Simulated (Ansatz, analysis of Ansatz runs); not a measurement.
## Neutral bond-centred H (muonium) in Ge: hyperfine coupling against experiment

Subject: neutral bond-centred H (muonium) in Ge. Wanted: its hyperfine coupling, in one set-up (PBE, 64-site cell, measured lattice, 420 eV, k: the single point 1/4 1/4 1/4 then 2x2x2 shifted 0.5 0.5 0.5). The model is a cell of 64 host atoms with 1 H put in. The isotropic coupling follows from the spin density at the nucleus, the nuclear g-factor and the total spin. The measured lattice removes the functional's error in the volume.

**The experiment.** 1H (muon value / 3.1833) (muon value divided by the ratio of moments 3.1833; muon (Mu, light H isotope)), printed as -96.5 MHz: -30.31 MHz, by muon spin resonance (leading '2' in as_printed is a garbled minus sign) (quoted in “Muonium as a hydrogen analogue in silicon and germanium: Quantum effects and hyperfine parameters”, 1999, A. R. Porter, M. D. Towler, and R. J. Needs, quoting earlier work (1988)). The calculation is set beside it at the end.

Program: Ansatz 0.2.0. Level of theory: plane-wave PAW DFT, PBE; relaxation of all atoms of a defect supercell. Results are calculated unless marked as measured.

### Step 1. Starting point

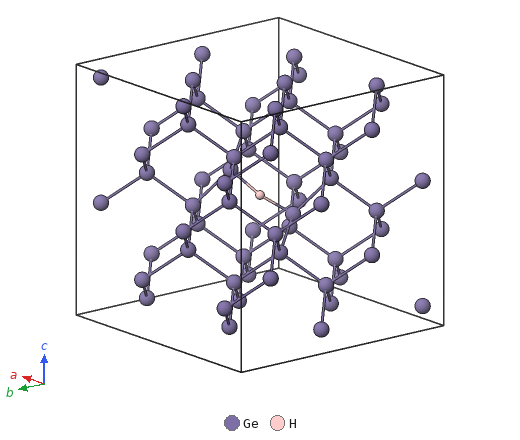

The starting structure, seen from a free direction (germanium purple, hydrogen pink). Bonds to atoms that aren't drawn are left out.

The cell holds 65 atoms: 64 Ge and 1 H. Cell: a = 11.316 Å, b = 11.316 Å, c = 11.316 Å, α = 90.0°, β = 90.0°, γ = 90.0°. It derives from Ge (space group Fd-3m). Nearest the centre at fractional (0.302, 0.330, 0.305): H65 at 0.00 Å, Ge8 at 1.68 Å, Ge4 at 1.68 Å, Ge6 at 2.90 Å, Ge27 at 2.98 Å, Ge49 at 3.02 Å, Ge5 at 3.16 Å, Ge7 at 3.20 Å.

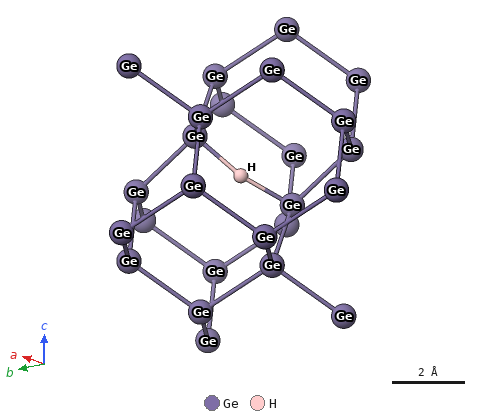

The atoms within 5 Å of the centre.

The host's primitive cell comes from a first run (plane-wave PAW DFT, PBE; relaxation of the host's atoms at the measured cell): vectors of 4.001, 4.001 and 4.001 Å. That is 22.64 Å³ an atom. The supercell is built on it.

### Step 2. Relaxation, charge 0

Every later number rests on the structure around the defect, so the atoms are relaxed at the host's lattice first.

relax/input.yaml

```yaml
relax:
  f_tol: 0.02
  max_steps: 80
  random_displacement: { amplitude: 0.02, seed: 246 }
crystal:
  lattice:
    - [11.31564, 0.0, 0.0]
    - [0.0, 11.31564, 0.0]
    - [0.0, 0.0, 11.31564]
  atoms:
    - { symbol: Ge, position: [0.0, 0.0, 0.25] }
    - { symbol: Ge, position: [0.0, 0.25, 0.0] }
    - { symbol: Ge, position: [0.25, 0.0, 0.0] }
    - { symbol: Ge, position: [0.227500168, 0.227500168, 0.227500168] }
    - { symbol: Ge, position: [0.125, 0.125, 0.375] }
    - { symbol: Ge, position: [0.125, 0.375, 0.125] }
    - { symbol: Ge, position: [0.375, 0.125, 0.125] }
    - { symbol: Ge, position: [0.397499832, 0.397499832, 0.397499832] }
    - { symbol: Ge, position: [0.0, 0.0, 0.75] }
    - { symbol: Ge, position: [0.0, 0.25, 0.5] }
    - { symbol: Ge, position: [0.25, 0.0, 0.5] }
    - { symbol: Ge, position: [0.25, 0.25, 0.75] }
    - { symbol: Ge, position: [0.125, 0.125, 0.875] }
    - { symbol: Ge, position: [0.125, 0.375, 0.625] }
    - { symbol: Ge, position: [0.375, 0.125, 0.625] }
    - { symbol: Ge, position: [0.375, 0.375, 0.875] }
    - { symbol: Ge, position: [0.0, 0.5, 0.25] }
    - { symbol: Ge, position: [0.0, 0.75, 0.0] }
    - { symbol: Ge, position: [0.25, 0.5, 0.0] }
    - { symbol: Ge, position: [0.25, 0.75, 0.25] }
    - { symbol: Ge, position: [0.125, 0.625, 0.375] }
    - { symbol: Ge, position: [0.125, 0.875, 0.125] }
    - { symbol: Ge, position: [0.375, 0.625, 0.125] }
    - { symbol: Ge, position: [0.375, 0.875, 0.375] }
    - { symbol: Ge, position: [0.0, 0.5, 0.75] }
    - { symbol: Ge, position: [0.0, 0.75, 0.5] }
    - { symbol: Ge, position: [0.25, 0.5, 0.5] }
    - { symbol: Ge, position: [0.25, 0.75, 0.75] }
    - { symbol: Ge, position: [0.125, 0.625, 0.875] }
    - { symbol: Ge, position: [0.125, 0.875, 0.625] }
    - { symbol: Ge, position: [0.375, 0.625, 0.625] }
    - { symbol: Ge, position: [0.375, 0.875, 0.875] }
    - { symbol: Ge, position: [0.5, 0.0, 0.25] }
    - { symbol: Ge, position: [0.5, 0.25, 0.0] }
    - { symbol: Ge, position: [0.75, 0.0, 0.0] }
    - { symbol: Ge, position: [0.75, 0.25, 0.25] }
    - { symbol: Ge, position: [0.625, 0.125, 0.375] }
    - { symbol: Ge, position: [0.625, 0.375, 0.125] }
    - { symbol: Ge, position: [0.875, 0.125, 0.125] }
    - { symbol: Ge, position: [0.875, 0.375, 0.375] }
    - { symbol: Ge, position: [0.5, 0.0, 0.75] }
    - { symbol: Ge, position: [0.5, 0.25, 0.5] }
    - { symbol: Ge, position: [0.75, 0.0, 0.5] }
    - { symbol: Ge, position: [0.75, 0.25, 0.75] }
    - { symbol: Ge, position: [0.625, 0.125, 0.875] }
    - { symbol: Ge, position: [0.625, 0.375, 0.625] }
    - { symbol: Ge, position: [0.875, 0.125, 0.625] }
    - { symbol: Ge, position: [0.875, 0.375, 0.875] }
    - { symbol: Ge, position: [0.5, 0.5, 0.25] }
    - { symbol: Ge, position: [0.5, 0.75, 0.0] }
    - { symbol: Ge, position: [0.75, 0.5, 0.0] }
    - { symbol: Ge, position: [0.75, 0.75, 0.25] }
    - { symbol: Ge, position: [0.625, 0.625, 0.375] }
    - { symbol: Ge, position: [0.625, 0.875, 0.125] }
    - { symbol: Ge, position: [0.875, 0.625, 0.125] }
    - { symbol: Ge, position: [0.875, 0.875, 0.375] }
    - { symbol: Ge, position: [0.5, 0.5, 0.75] }
    - { symbol: Ge, position: [0.5, 0.75, 0.5] }
    - { symbol: Ge, position: [0.75, 0.5, 0.5] }
    - { symbol: Ge, position: [0.75, 0.75, 0.75] }
    - { symbol: Ge, position: [0.625, 0.625, 0.875] }
    - { symbol: Ge, position: [0.625, 0.875, 0.625] }
    - { symbol: Ge, position: [0.875, 0.625, 0.625] }
    - { symbol: Ge, position: [0.875, 0.875, 0.875] }
    - { symbol: H, position: [0.301619, 0.330401, 0.30548] }
basis:
  ecutwfc: 420
  xc_grid: 2
hamiltonian:
  xc: pbe
kpoints:
  mp_grid: { grid: [1, 1, 1], shift: [0.25, 0.25, 0.25] }
magnetization:
  spin_polarized: true
  initial_magnetization: 1
  spin_locking: { lock_magnetization: hard }
scf:
  occupations: { method: fermi_dirac, width: 0.01 }
  max_iter: 120
output:
  forces: true
checkpoint:
  write: "../relax.run"
  compress: false
  write_wavefunctions: true
  write_every: 100000
```

Command:

```
> ansatz run input.yaml --threads 8 --pin off --max-ram 14131MiB --backend cpu --events-out ev --progress --plain --runs-dir out
```

Numbers of over 12 decimals in the logs are rounded to 6 here.

The log of the run:

```text
[... repeated set-up lines and file paths are left out, and long positions are rounded to six places ...]
Engine: ansatz 0.2.0, aarch64-unknown-linux-gnu
Pseudopotentials: kind: paw
Pseudopotential: Ge, paw, valence charge 14, recommended cutoff 420 eV (normal), Ge.paw.azcp
Pseudopotential: H, paw, valence charge 1, recommended cutoff 420 eV (normal), H.paw.azcp
Functional definition: PBE
  parameter kappa = 0.804
  parameter beta = 0.066725
  exchange = pbe_x(kappa = kappa, mu = beta*pi^2/3)
  correlation = pbe_c(beta = beta)
Crystal: 65 atoms, lattice volume = 1448.897 Å³
Basis set: ecut = 420 eV, 28353 PW (Γ), exchange–correlation on 160×160×160 points (8 copies of the dense FFT grid, shifted against one another)
Bands: 539, of which v1, the nominal top of the filled ones, is band 449 counted from 1 (448 counted from 0)
Symmetry: 1 space group operations
k-points: 1
Non-local potential: Ge, projectors of the file, l = 0: 2, l = 1: 2, l = 2: 3, l = 3: 1
Non-local potential: H, projectors of the file, l = 0: 2, l = 1: 1
PAW form: soft (Blöchl's): semilocal exchange-correlation on the pseudo side does not see the compensation charge
PAW one-centre angular grid: Ge, 590 points (default); XC on 64 Gauss nodes
PAW one-centre angular grid: H, 110 points (default); XC on 64 Gauss nodes
Initial density: superposition of atomic densities (chi_scale 0.1, normalization cell)
Starting moments: Σ|m| = 1 μB on 65 of 65 sites
Initial wavefunctions: pseudopotential atomic-orbital guess
Functional: x = pbe(κ = 0.804, μ = 0.219515), c = pbe(β = 0.066725)
iter 1 solved again at ethr=1.71e-3 eV; its pass at ethr=3.10e-3 eV (dr2=1.54e1 eV) is discarded
SCF iter   1: F=—  HF=-274893.186283 eV  |F-HF|=—  |Δ(HF+E_count)|=         —  Δρ=1.79e-2 (↑1.73e-2 ↓1.79e-2)  dr2=1.54e1  dr2_m=3.55e-2  M=1.000 μB ∫|m|=1.037 μB  β_m=0.30  ethr=1.71e-3  ⟨swp⟩=2.0  Hψ=5070  notcnv=0
preconditioner: auto → Resta (q_TF=auto, 2.519 Å⁻¹)  ε∞=2.7  [insulator: Δε(μ)=0.519 eV  Ē_g=22.335 eV  σ=0.010 eV  W_gap=1.00  n_scr=388 (ndim 8)  ℏωp=29.2 eV  f_vac=0.000  D(μ)=0.00/eV (n_scr^D=0)  ε∞_Penn≈2.7]
spin=Collinear: Resta preconditioning applied to the charge; magnetization (m = ρ↑ − ρ↓) channel mixes plain (no charge-response kernel on spin).
SCF iter   2: F=—  HF=-274892.432741 eV  |F-HF|=—  |Δ(HF+E_count)|=   7.54e-1  Δρ=1.35e-2 (↑1.30e-2 ↓1.35e-2)  dr2=8.91e0  dr2_m=1.82e-2  M=1.000 μB ∫|m|=1.053 μB  β_m=0.65  ethr=1.71e-3  ⟨swp⟩=1.0  Hψ=1078  notcnv=0
SCF iter   3: F=—  HF=-274891.515393 eV  |F-HF|=—  |Δ(HF+E_count)|=   9.17e-1  Δρ=1.43e-3 (↑1.38e-3 ↓1.43e-3)  dr2=4.91e-1  dr2_m=9.10e-5  M=1.000 μB ∫|m|=1.150 μB  β_m=0.56  ethr=9.94e-4  ⟨swp⟩=2.0  Hψ=1516  notcnv=0
SCF iter   4: F=—  HF=-274891.446873 eV  |F-HF|=—  |Δ(HF+E_count)|=   6.85e-2  Δρ=8.12e-4 (↑8.07e-4 ↓8.12e-4)  dr2=4.59e-2  dr2_m=1.41e-4  M=1.000 μB ∫|m|=1.155 μB  β_m=0.73  ethr=5.47e-5  ⟨swp⟩=2.0  Hψ=2147  notcnv=0  defer=171
SCF iter   5: F=—  HF=-274891.490156 eV  |F-HF|=—  |Δ(HF+E_count)|=   4.33e-2  Δρ=3.81e-4 (↑3.81e-4 ↓3.58e-4)  dr2=1.66e-2  dr2_m=6.94e-6  M=1.000 μB ∫|m|=1.159 μB  β_m=0.70  ethr=5.11e-6  ⟨swp⟩=3.0  Hψ=1780  notcnv=0  defer=171
SCF iter   6: F=—  HF=-274891.497528 eV  |F-HF|=—  |Δ(HF+E_count)|=   7.37e-3  Δρ=8.36e-5 (↑8.36e-5 ↓8.22e-5)  dr2=5.41e-4  dr2_m=4.65e-7  M=1.000 μB ∫|m|=1.160 μB  β_m=0.79  ethr=1.85e-6  ⟨swp⟩=2.0  Hψ=1798  notcnv=0  defer=171
SCF iter   7: F=—  HF=-274891.497736 eV  |F-HF|=—  |Δ(HF+E_count)|=   2.09e-4  Δρ=2.10e-5 (↑2.10e-5 ↓2.03e-5)  dr2=2.04e-5  dr2_m=7.59e-8  M=1.000 μB ∫|m|=1.160 μB  β_m=0.87  ethr=6.03e-8  ⟨swp⟩=2.0  Hψ=1974  notcnv=0  defer=171
SCF iter   8: F=—  HF=-274891.497825 eV  |F-HF|=—  |Δ(HF+E_count)|=   8.90e-5  Δρ=9.23e-6 (↑9.23e-6 ↓9.20e-6)  dr2=1.42e-5  dr2_m=6.01e-9  M=1.000 μB ∫|m|=1.160 μB  β_m=0.73  ethr=1.11e-9  ⟨swp⟩=3.5  Hψ=2881  notcnv=0
SCF iter   9: F=-274891.497827 eV  HF=-274891.497827 eV  |F-HF|=5.87e-8  |Δ(HF+E_count)|=   1.36e-6  Δρ=2.76e-6 (↑2.76e-6 ↓2.74e-6)  dr2=1.37e-6  dr2_m=1.23e-9  M=1.000 μB ∫|m|=1.160 μB  ethr=1.11e-9  ⟨swp⟩=3.0  Hψ=2880  notcnv=0
SCF 1 converged in 9 iterations: F = -274891.497827 eV  dr2 = 1.37e-6
  greatest PAW one-centre occupation: 0.998 electrons in one spin orbital (limit 2), on the Ge atom at site 7 (counted from 0), in its partial waves of l = 2
relax step   1: F+E_penalty+E_count = -274891.49782672 eV  Δ(F+E_penalty+E_count) = +0.000e0 eV  max|allowed force component| = 1.047e0 eV/Å  Δτ_max = 0.0000 Å  (9 SCF iters, dr2 threshold 1.00e-5 eV, accepted)
[... the SCF cycles and remarks between the steps are left out from here to the last step ...]
relax step   2: F+E_penalty+E_count = -274891.96909266 eV  Δ(F+E_penalty+E_count) = -4.713e-1 eV  max|allowed force component| = 2.597e-1 eV/Å  Δτ_max = 0.1099 Å  (5 SCF iters, dr2 threshold 6.86e-5 eV, accepted)
relax step   3: F+E_penalty+E_count = -274891.98776561 eV  Δ(F+E_penalty+E_count) = -1.867e-2 eV  max|allowed force component| = 3.987e-2 eV/Å  Δτ_max = 0.0176 Å  (5 SCF iters, dr2 threshold 4.21e-6 eV, accepted)
relax step   4: F+E_penalty+E_count = -274891.98912923 eV  Δ(F+E_penalty+E_count) = -1.364e-3 eV  max|allowed force component| = 1.893e-2 eV/Å  Δτ_max = 0.0193 Å  (6 SCF iters, accepted)
relax step   5: F+E_penalty+E_count = -274891.99028158 eV  Δ(F+E_penalty+E_count) = -1.152e-3 eV  max|allowed force component| = 1.196e-2 eV/Å  Δτ_max = 0.0473 Å  (6 SCF iters, accepted)
relax step   6: F+E_penalty+E_count = -274891.99111617 eV  Δ(F+E_penalty+E_count) = -8.346e-4 eV  max|allowed force component| = 6.782e-3 eV/Å  Δτ_max = 0.0582 Å  (6 SCF iters, accepted)
SCF iter   1: F=—  HF=-274891.992761 eV  |F-HF|=—  |Δ(HF+E_count)|=         —  Δρ=2.28e-4 (↑2.08e-4 ↓2.28e-4)  dr2=1.42e-3  dr2_m=4.07e-6  M=1.000 μB ∫|m|=1.169 μB  β_m=0.30  ethr=1.68e-6  ⟨swp⟩=5.5  Hψ=3001  notcnv=0  defer=166
SCF iter   2: F=—  HF=-274891.992670 eV  |F-HF|=—  |Δ(HF+E_count)|=   9.06e-5  Δρ=1.65e-4 (↑1.51e-4 ↓1.65e-4)  dr2=7.52e-4  dr2_m=2.07e-6  M=1.000 μB ∫|m|=1.169 μB  β_m=0.65  ethr=1.58e-7  ⟨swp⟩=2.0  Hψ=1242  notcnv=0  defer=166
SCF iter   3: F=—  HF=-274891.992596 eV  |F-HF|=—  |Δ(HF+E_count)|=   7.37e-5  Δρ=1.14e-5 (↑1.13e-5 ↓1.14e-5)  dr2=4.54e-5  dr2_m=7.05e-9  M=1.000 μB ∫|m|=1.169 μB  β_m=0.57  ethr=8.38e-8  ⟨swp⟩=2.0  Hψ=1165  notcnv=0  defer=166
SCF iter   4: F=—  HF=-274891.991415 eV  |F-HF|=—  |Δ(HF+E_count)|=   1.18e-3  Δρ=6.13e-6 (↑5.61e-6 ↓6.13e-6)  dr2=2.52e-6  dr2_m=4.78e-9  M=1.000 μB ∫|m|=1.169 μB  β_m=0.67  ethr=5.07e-9  ⟨swp⟩=2.0  Hψ=1069  notcnv=0  defer=166
SCF iter   5: F=—  HF=-274891.991416 eV  |F-HF|=—  |Δ(HF+E_count)|=   4.00e-7  Δρ=2.17e-6 (↑2.05e-6 ↓2.17e-6)  dr2=3.58e-7  dr2_m=5.40e-10  M=1.000 μB ∫|m|=1.169 μB  β_m=0.70  ethr=2.81e-10  ⟨swp⟩=2.0  Hψ=1793  notcnv=0  defer=166
SCF iter   6: F=-274891.991416 eV  HF=-274891.991416 eV  |F-HF|=2.18e-8  |Δ(HF+E_count)|=   1.40e-7  Δρ=6.66e-7 (↑6.66e-7 ↓6.66e-7)  dr2=3.35e-8  dr2_m=3.35e-11  M=1.000 μB ∫|m|=1.169 μB  ethr=1.11e-11  ⟨swp⟩=3.0  Hψ=2880  notcnv=0
SCF 7 converged in 6 iterations: F = -274891.991416 eV  dr2 = 3.35e-8
relax step   7: F+E_penalty+E_count = -274891.99141584 eV  Δ(F+E_penalty+E_count) = -2.997e-4 eV  max|allowed force component| = 5.355e-3 eV/Å  Δτ_max = 0.0335 Å  (6 SCF iters, accepted)
NSCF: frozen V_eff on 1 k-points
the band table was solved once a step of the walk had ended and its energy, with any forces and stress, was formed, with the checks that follow a solve (3171 applications of the Hamiltonian). They found nothing against the state; [...]
SCF converged after 6 iterations
Stability checked in part: among states of this total moment the steps that led to this state did not find it unstable. No probe was made; neither looks for a lower state of another moment (fixed_total_moment; see scf.lower_state_search)
Magnetization: 1.0000 μB (449.0000 up, 448.0000 down)
Absolute magnetization: 1.1273 μB (∫|ρ↑−ρ↓|, with the PAW one-centre terms)
Spin contamination: 0.0006 ħ² per cell (⟨S²⟩ above its minimum at these occupations)
Per-site moments (μB) at R_I (Å): [(0.00736069, 1.003694), (0.00738163, 1.003621), (0.00735886, 1.003694), [... 62 left out ...]
Free energy (F): -274891.991416 eV
Harris-Foulkes:  -274891.991416 eV  (|F-HF|=2.18e-8)
Internal energy: -274891.991416 eV  (E = F + TS)
E sigma→0 (E₀):  -274891.991416 eV
Fermi energy:    8.771224 (↑ 8.988892, ↓ 8.513295) eV
--- Per-component energies (eV) ---
  E_band       = -9532.586862
  E_kinetic    = 7164.153618
  E_local      = -158323.894706  (includes V_loc(G=0)·N_el)
  E_nonlocal   = 26790.558989
  E_hartree    = 69509.898142
  E_xc         = -4854.764900
  E_vxc        = -4158.830970  (∫ρ·V_xc dr)
  E_paw        = -129269.869591  (= ΣΔE_a)
  E_vpaw       = -20024.383616  (= ΣTr[D̂ρ^β])
  E_aug_tail   = 0.021501  (compensation charges beyond the density's cutoff)
  E_ewald      = -85908.094469
  E_smearing   = -0.000000  (= −TS)
  E_closure    = -0.000000  (closes the sum)
  Σ components = -274891.991416   (vs F -274891.991416, Δ=0.00e0)
--- Forces (eV/Å), atoms counted from 1 ---
  atom   1  Ge    -0.00225751    -0.00088737     0.00060633
  atom   2  Ge     0.00072604     0.00226814     0.00127783
  [... 1 atom left out ...]
  atom   4  Ge     0.00535483     0.00511478     0.00528637
  atom   5  Ge    -0.00115411    -0.00068107    -0.00010611
  atom   6  Ge     0.00163334     0.00279598     0.00213152
  atom   7  Ge    -0.00056375    -0.00116476    -0.00068034
  atom   8  Ge    -0.00330627    -0.00342499    -0.00406939
  [... 8 atoms left out ...]
  atom  17  Ge     0.00106150    -0.00131053     0.00041640
  [... 9 atoms left out ...]
  atom  27  Ge    -0.00202866    -0.00196212    -0.00167503
  [... 14 atoms left out ...]
  atom  42  Ge     0.00160706     0.00085826     0.00241172
  [... 6 atoms left out ...]
  atom  49  Ge    -0.00048118    -0.00042134    -0.00205058
  [... 15 atoms left out ...]
  atom  65  H     -0.00227995    -0.00020247    -0.00203663
  max |Σ_I F_I| component: 2.52e-6 eV/Å
--- Band table (eV) ---
  k-point 0 ↑: bands = ["-16.5560", "-16.5177", "-16.4627", "-16.4627", [... 531 left out ...] "13.6534", "13.7125", "13.7214", "13.7218"]
  k-point 0 ↓: bands = ["-16.5470", "-16.5088", "-16.4570", "-16.4569", [... 531 left out ...] "13.6726", "13.7327", "13.7406", "13.7411"]
--- Relaxed structure (7 steps of the walk, 7 accepted, 0 SCFs on fresh bases) ---
  F+E_penalty+E_count = -274891.99141584 eV   max|allowed force component| = 5.355e-3 eV/Å
  atoms:
    - { symbol: Ge, position: [-0.003192, -0.002709, 0.248514] }
    - { symbol: Ge, position: [-0.003473, 0.248618, -0.003205] }
    [... 1 atom left out ...]
    - { symbol: Ge, position: [0.227131, 0.227646, 0.227347] }
    - { symbol: Ge, position: [0.119579, 0.120029, 0.378100] }
    - { symbol: Ge, position: [0.119291, 0.378127, 0.119580] }
    - { symbol: Ge, position: [0.377927, 0.120083, 0.119807] }
    - { symbol: Ge, position: [0.397255, 0.397881, 0.397574] }
    [... 8 atoms left out ...]
    - { symbol: Ge, position: [-0.001364, 0.500271, 0.250606] }
    [... 9 atoms left out ...]
    - { symbol: Ge, position: [0.246748, 0.505665, 0.505352] }
    [... 14 atoms left out ...]
    - { symbol: Ge, position: [0.504811, 0.247062, 0.505075] }
    [... 6 atoms left out ...]
    - { symbol: Ge, position: [0.505053, 0.505552, 0.247008] }
    [... 15 atoms left out ...]
    - { symbol: H, position: [0.311983, 0.313142, 0.312337] }
```

Elapsed: 4.6 min, on 8 threads of Arm Neoverse V2, shared host; peak memory 7.9 GiB; 36 min of CPU time.

(Part 1 of 2 ends here.)

[Logs are printed without paths, hosts, clocks, repeated set-up lines and the standing remarks that a program may print on its own settings, such as how far it seeks lower states.]

[Hosts, paths, dates, database ids (printed as entryN), source tags and the programs' standing remarks are cut or masked in the printed files.]

[For some hosts the program warned that the k-mesh of the response run may be too coarse for force constants and the static dielectric constant; such warnings are not shown here.]
